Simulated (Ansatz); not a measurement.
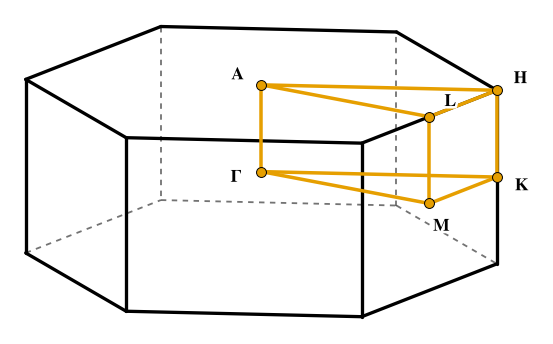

The figure shows the first Brillouin zone with its special points and a band path. Crystal: WSe₂, the end point of a relaxation with Ansatz, DFT, r2SCAN+rVV10, plane waves, PAW; the starting structure was generated, so it need not be a known form of this composition. Symmetry computed with spglib at a tolerance of 0.002 Å; standard conventional cell.

Labels and path follow the convention of Hinuma et al. (2017), as computed by seekpath.

What lattice type do the shape and the labels point to?

A primitive hexagonal lattice (hP; extended symbol hP2). The zone is a hexagonal prism in its combinatorial type: 8 faces (6 with 4 edges, 2 with 6 edges), 18 edges, 12 vertices.

Write the standard path through the labelled points.

Γ–M–K–Γ–A–L–H–A | L–M | H–K
